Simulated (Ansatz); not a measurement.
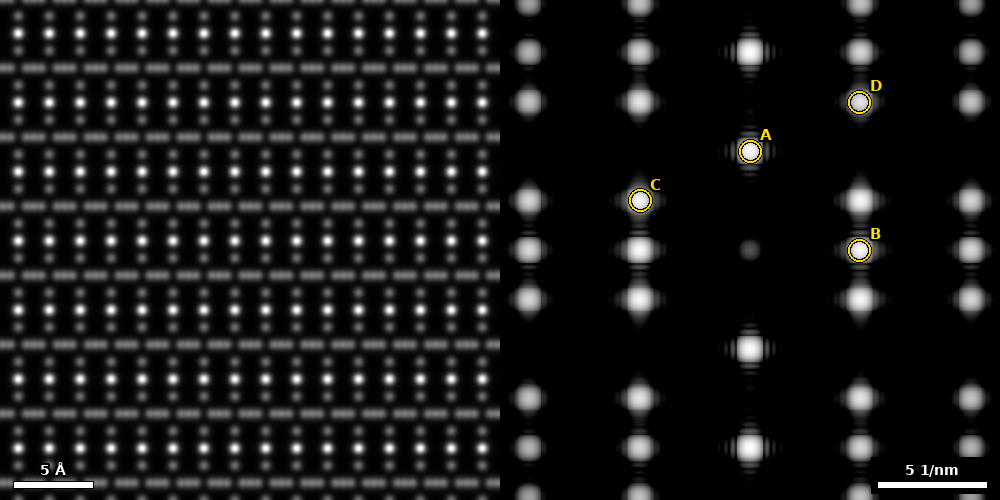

Z-contrast image of Ni (Pm-3n, No. 223) along [210]. Simulated incoherent Z contrast: every atom adds Z^1.8 spread by a probe of 0.50 Å full width; channelling and multiple scattering are left out. The probe carries 15 % of its weight in a tail 2.5 times as wide. The display is stretched by a gamma of 0.8; percentages refer to the linear signal. Structure used: the input geometry of an electronic-structure calculation (not necessarily at equilibrium); the starting structure was generated, so it need not be a known form of this composition.

The right panel is the modulus of the image's Fourier transform on a logarithmic scale.

a = 4.391 Å, b = 4.391 Å, c = 4.391 Å, α = 90.00°, β = 90.00°, γ = 90.00°

Index the marked spots and give their plane spacings (the zone axis points at the viewer; indices equivalent by symmetry, or all signs reversed, are as good).

A: (0 0 -2), d = 2.20 Å; B: (1 -2 0), d = 1.96 Å; C: (-1 2 -1), d = 1.79 Å; D: (1 -2 -3), d = 1.17 Å. A and B enclose 90°, and every spot obeys the zone law hu + kv + lw = 0 for [210].
